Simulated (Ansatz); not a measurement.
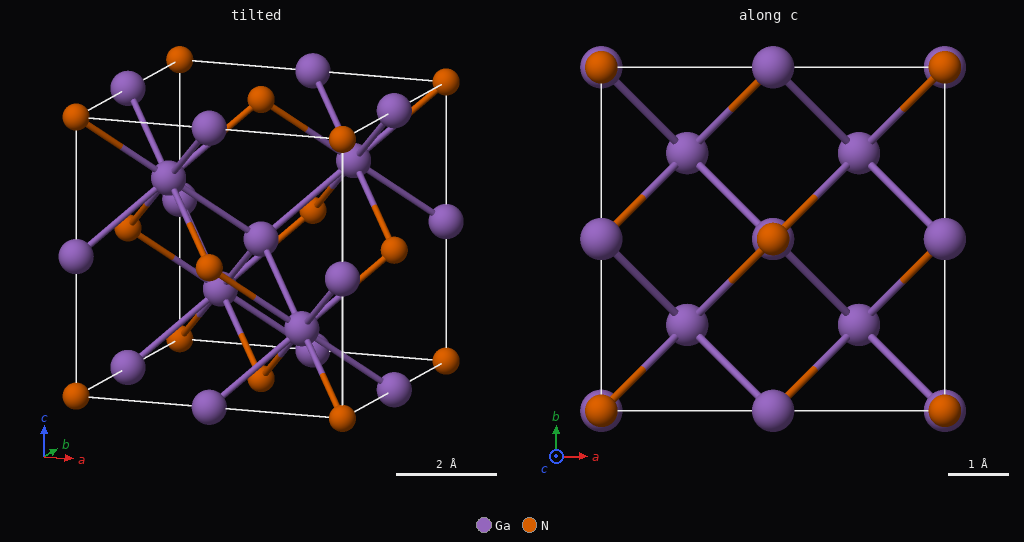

We look at a ball-and-stick model of the crystal slightly off an axis and along the c axis. The lines enclose the conventional unit cell; boundary atoms appear with their images. Cell: a = 5.76 Å, b = 5.76 Å, c = 5.76 Å, α = 90.00°, β = 90.00°, γ = 90.00°.

Its origin is a random cell made by a generator, so it need not be a real form of the compound. Earlier steps of the study may have refined or changed the cell and positions. An electronic-structure calculation with Ansatz was run on it.

Q: What structure is drawn here?

A: The solid is Ga₂N. It is face-centred cubic, space group F-43m (No. 216). One cell contains 8 Ga, 4 N, 12 atoms in all. Coordination numbers (contacts within bonding distance): Ga 4 to 8 (mean 6.0) and N 4.

Level of theory: Ansatz 0.2.0, DFT PBE, scalar-relativistic, plane waves, PAW. Settings were wavefunction cutoff 420 eV, k-points about 0.13 Å⁻¹ apart, Gaussian smearing of 0.1 eV, no spin polarisation.

Q: What is the electronic character?

A: A metal: bands cross the Fermi level.

Q: Give the Bader charge of each element.

A: Ga +0.36 to +0.61 e; N -0.97 e.

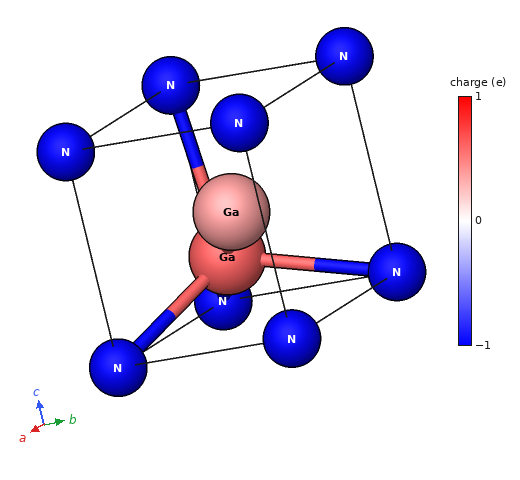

The atoms coloured by those charges. The run's cell of 3 atoms is drawn, so axes and origin can differ from the first picture.

Q: Does the calculation find this structure at rest?

A: Yes. All forces vanish to within 0.01 eV/Å. The pressure is 0.0 GPa, close to zero.
